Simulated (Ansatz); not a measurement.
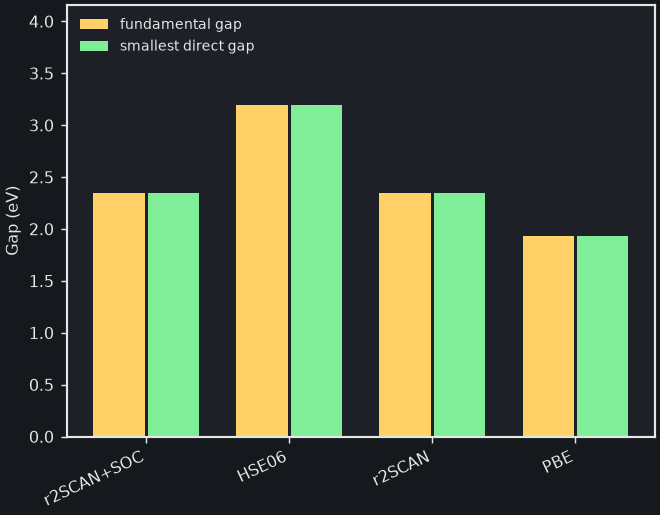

Gaps of GaN, space group P6_3mc (No. 186), 4 atoms in the cell, wurtzite type, at several levels of theory on one cell (Ansatz, plane waves and PAW; edges over the mesh and the special points).

### How does the gap depend on the level, and does its kind change?

In rising order: PBE 1.93 eV, r2SCAN+SOC 2.35 eV, r2SCAN 2.35 eV and HSE06 3.20 eV. It is direct at every level.
